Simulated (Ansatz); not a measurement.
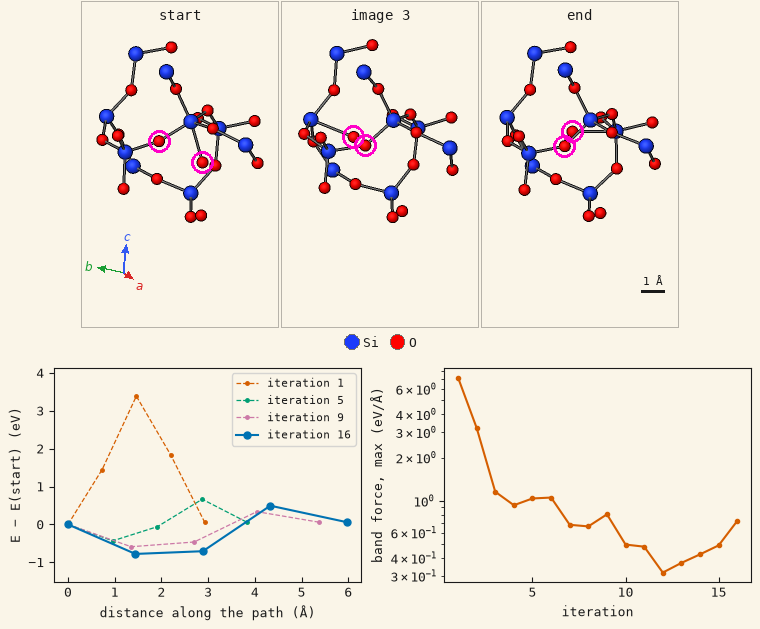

A nudged-elastic-band calculation for SiO2 with an interstitial O (37 atoms in the cell). Images are numbered from 0 (start) to 4 (end). The plot follows the band through its iterations. Style: ball-and-stick. Shown: the atoms within 4.4 Å of the middle of the path, from a free direction. The atoms that move most are ringed. Bonds to atoms that aren't drawn are left out.

These are results of Ansatz, DFT PBE, scalar-relativistic, plane waves, PAW, not measurements. Set-up: plane-wave cutoff 420 eV; k-point mesh 2 × 2 × 2; Fermi-Dirac smearing 0.05 eV; spin collinear; 3 movable images; climbing image; force threshold 0.2 eV/Å; iteration limit 16.

**Judge this run.**

The result isn't final. The band hadn't converged when the run stopped after 16 iterations. The largest component of the band force went from 7.2 to 0.73 eV/Å. The barrier read from it is provisional: over the last two iterations the highest image moved from 0.36 eV to 0.49 eV. The force threshold is so loose that the height of the top is at best an upper bound. The first iteration put the highest image at 3.39 eV. Relative to the start the highest point is image 3 at +0.49 eV and the end lies at +0.06 eV, but the profile dips to −0.78 eV at image 1 on the way, so there may be an intermediate minimum, or an end is no minimum.

Limits of the set-up: the periodic images lie only 7.3 Å apart, so the values are limited by the cell's size.

The run took 28 min on 4 threads of Intel(R) Xeon(R) Platinum 8259CL CPU @ 2.50GHz (Skylake/Cascade Lake), on a shared host, peak memory 3.9 GiB.

PAW datasets: the set soft_1.
